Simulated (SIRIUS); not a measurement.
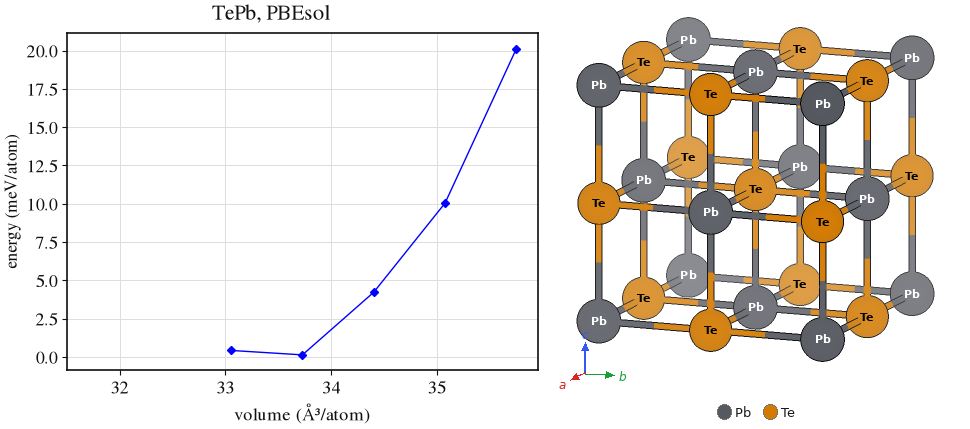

The figure shows the energy against volume for TePb, space group Fm-3m (No. 225). The conventional cell is drawn beside the plot.

Structure:
```
Pb Te
1.0
     0.00000    3.23100    3.23100
     3.23100    0.00000    3.23100
     3.23100    3.23100    0.00000
Pb Te
1 1
Direct
  0.00000 0.00000 0.00000
  0.50000 0.50000 0.50000
```

Method: all-electron LAPW DFT, no spin polarisation; energies at scaled volumes of the given cell, shape and fractions fixed, counted from the fit's minimum, third-order Birch-Murnaghan fit (SIRIUS 7.12.0). Level: PBEsol.

| setting | value |
| --- | --- |
| k mesh | 7×7×7 |
| occupations | Fermi–Dirac |
| smearing width | 0.05 eV |
| potentials | all electron FP LAPW |
| program settings | basis apw+lo standard, gk cutoff 3.4 1/bohr, pw cutoff 20 1/bohr |

The points at volume 31.71 Å³/atom and 32.38 Å³/atom are left out of the plot. What values does the calculation give there?

| volume (Å³/atom) | energy (meV/atom) |
| --- | --- |
| 31.71 | 13.05 |
| 32.38 | 4.92 |

Note: spin-orbit coupling left out, heavy elements.
